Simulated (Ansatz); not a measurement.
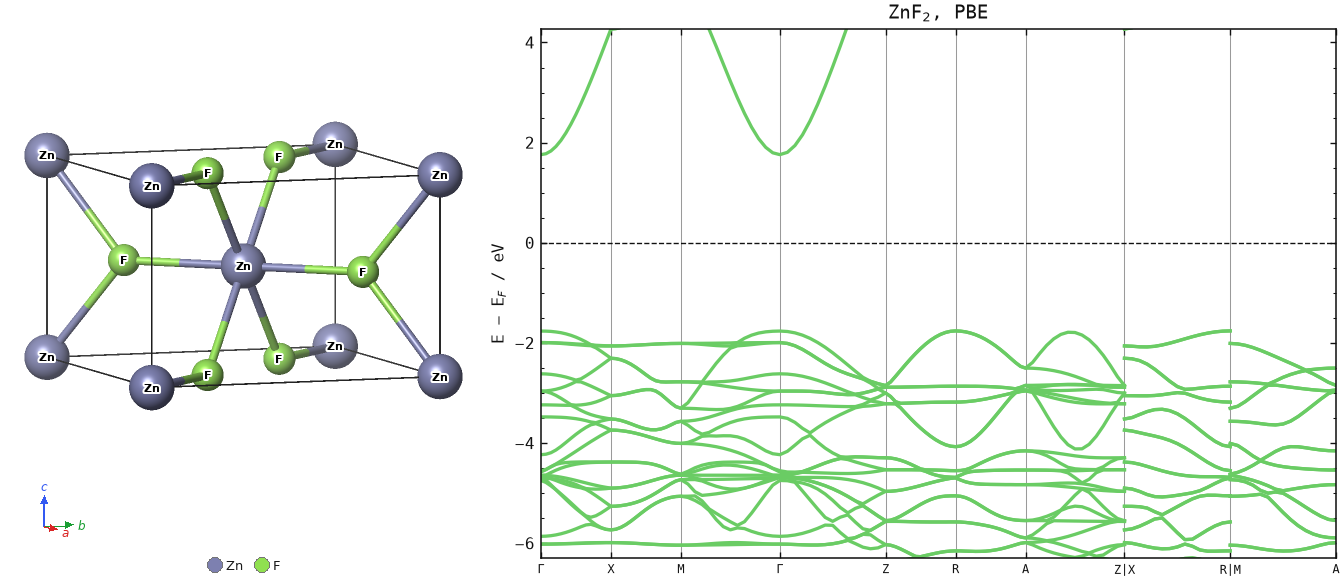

Band structure, beside the structure. Energies are counted from the Fermi level.

Structure: ZnF₂, space group P4_2/mnm, 6 atoms in the cell.

Computed with Ansatz: DFT PBE, scalar-relativistic, plane waves, PAW, no spin polarisation, 6×6×8 k mesh.

Question: What does the band structure say about the gap?

Answer: A wide-gap semiconductor or insulator. The gap along this path is 3.52 eV and direct: both edges lie at Γ.

Question: How many bands meet at the valence-band top?

Answer: The top valence level at Γ is a single band, not degenerate (spin aside).
